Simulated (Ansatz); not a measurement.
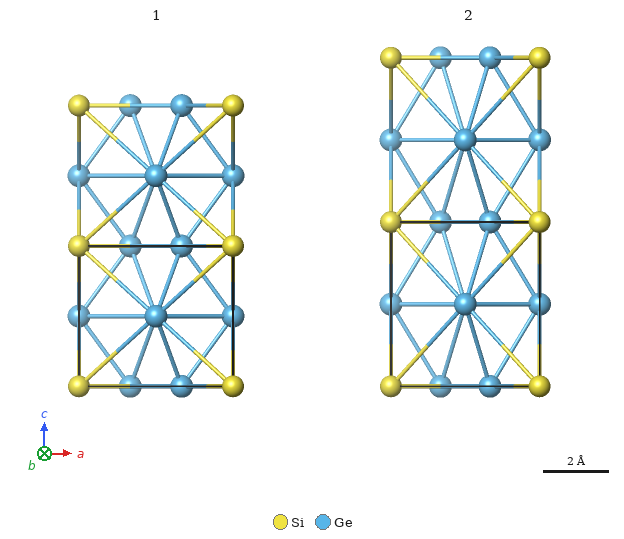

Two geometries of solid SiGe5 (a generated structure, set up in P6/mmm) (coarse preliminary run), drawn at one scale. One is the start of a relaxation, the other its converged end. Style: ball-and-stick. Shown: the cell of the calculation, repeated 1 × 1 × 2 with one cell outlined, along the b axis.

Level of theory: Ansatz 0.2.0, DFT PBE, scalar-relativistic, plane waves, PAW. (plane-wave cutoff 420 eV; k-point mesh 6 × 6 × 4; occupations gaussian; smearing width 0.1 eV; no spin polarisation; cell and atoms relaxed; force threshold 0.04 eV/Å; at most 70 steps)

> Which of the two is the end point?

Structure 2 is the relaxed one. The atoms keep their places relative to the cell (all moves are under 0.005 Å). Cell: a = b 5.500 → 5.304 Å (−3.5 %), c 4.339 → 5.078 Å (+17.0 %). Volume +8.9 %. Among the contacts that change: Ge–Ge 2.688 → 2.965 Å, Ge–Si 3.503 → 3.672 Å, Ge–Si 3.175 → 3.063 Å, Ge–Ge 2.750 → 2.652 Å. Among the angles between lasting bonds that change: Ge–Ge–Ge 107.6° → 117.8°, Ge–Ge–Ge 145.7° → 150.1°. The space group stays P6/mmm (No. 191). Over 8 accepted moves (10 points after the start) the energy falls by 151 meV per atom. All forces vanish by symmetry, so only the cell relaxes. The pressure goes from 8.10 to 0.03 GPa. The SCF was repeated twice at an unchanged geometry on a basis and grid sized afresh for the cell, which shifted the energy by 5.0 meV per atom at most. The run took 80 s on 1 thread of Arm Neoverse V1, on a shared host, peak memory 0.41 GiB.
